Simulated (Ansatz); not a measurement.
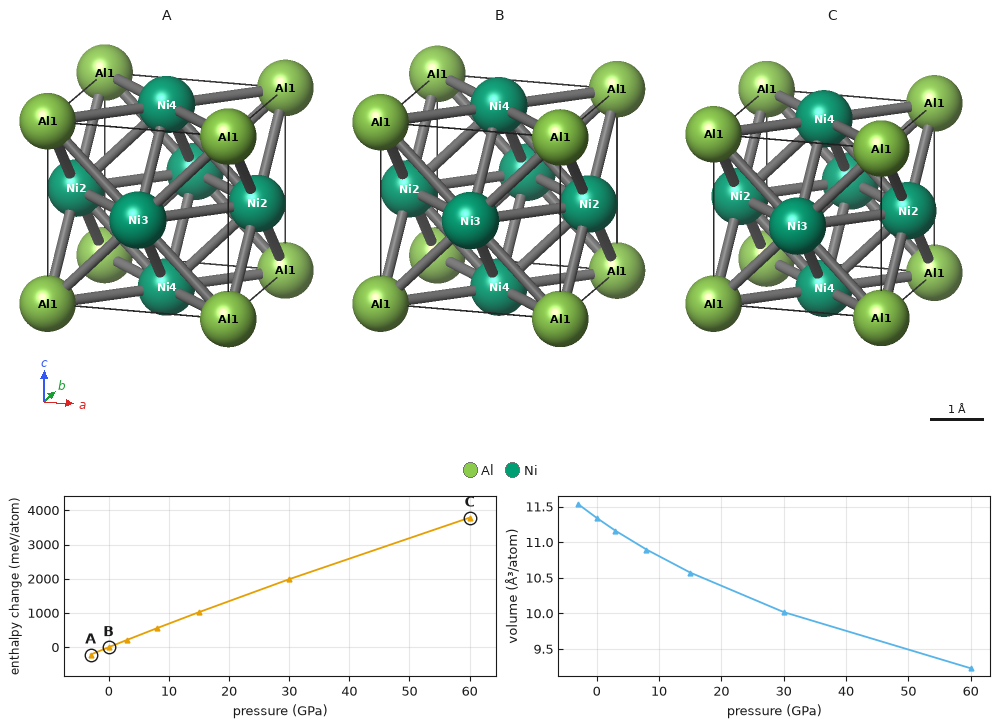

Members of a series of calculations on crystalline AlNi3 (set up in Pm-3m), marked on the first curve. Style: ball-and-stick. Shown: the cell of the calculation, slightly off an axis.

These are results of DFT PBE, scalar-relativistic, plane waves, PAW in Ansatz 0.2.0, not measurements. (plane-wave cutoff 420 eV; k-point mesh 12 × 12 × 12; occupations gaussian; smearing width 0.1 eV; collinear spin)

### Describe the series.

The structure is relaxed at several pressures. A (pressure −3.0 GPa): enthalpy change −214 meV/atom, volume 11.54 Å³ per atom. B (pressure 0.0 GPa): enthalpy change 0.0 meV/atom, volume 11.34 Å³ per atom. C (pressure 60.0 GPa): enthalpy change 3784 meV/atom, volume 9.23 Å³ per atom. The rest compares A with C. The drawn cell changes as follows: a = b = c 3.587 → 3.330 Å (−7.2 %); the volume changes by −20.0 %. Among the bonded contacts that change: Al–Ni 2.536 → 2.354 Å, Ni–Ni 2.536 → 2.354 Å.
